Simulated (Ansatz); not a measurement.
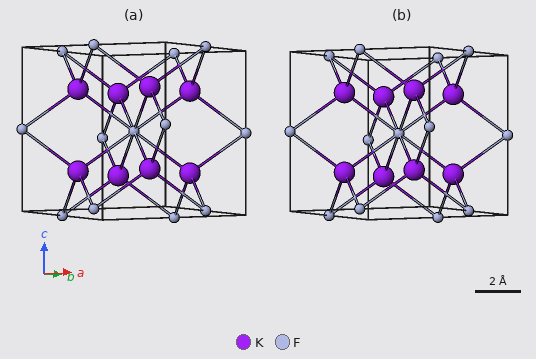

The structure of a crystal of K2F (a generated structure, set up in Fm-3m) (coarse preliminary run) before (left) and after (right) a relaxation, at one scale.

The picture is a ball-and-stick view of the conventional cell (4 times the calculation's cell), seen from a free direction. Lengths and directions refer to the drawn axes.

All numbers below come from Ansatz 0.2.0, DFT PBE, scalar-relativistic, plane waves, PAW.

Input file:
```yaml
crystal:
  lattice:
    - [0.0, 3.71251402, 3.71251402]
    - [3.71251402, 0.0, 3.71251402]
    - [3.71251402, 3.71251402, 0.0]
  atoms:
    - { symbol: K, position: [0.25, 0.25, 0.25] }
    - { symbol: K, position: [0.75, 0.75, 0.75] }
    - { symbol: F, position: [0.5, 0.5, 0.5] }
basis:
  ecutwfc: 420
kpoints:
  mp_grid: { grid: [4, 4, 4] }
hamiltonian:
  xc: pbe
scf:
  occupations: { method: gaussian, width: 0.1 }
  lower_state_search: "off"
output:
  forces: true
  stress: true
  eigenvalues: true
relax:
  adjacent_minimum: "off"
  f_tol: 0.04
  max_steps: 70
  cell: { stress_tol: 0.4 }
```

Launched with:
```bash
ansatz run input.yaml --threads 1 --pin off --max-ram 2048MiB --backend cpu --events-out ev --progress --plain --runs-dir out
```

What changed between the two?

No atom moves by more than 0.005 Å relative to the cell. Cell: a = b = c 7.425 → 7.217 Å (−2.8 %). Volume −8.2 %. Some distances before and after: K1–F3 3.215 → 3.125 Å. The space group stays Fm-3m (No. 225). Over 2 accepted moves (3 points after the start) the energy falls by 23.3 meV per cell of the calculation. All forces vanish by symmetry, so only the cell relaxes. The pressure goes from −0.79 to −0.06 GPa. At 1 point the geometry stayed and the basis and grid were re-selected for the new cell (energy shift of 3.8 meV per cell of the calculation at most each time). The run took 4.1 s on 1 thread of Arm Neoverse V2, with other jobs on the host, peak memory 0.31 GiB.
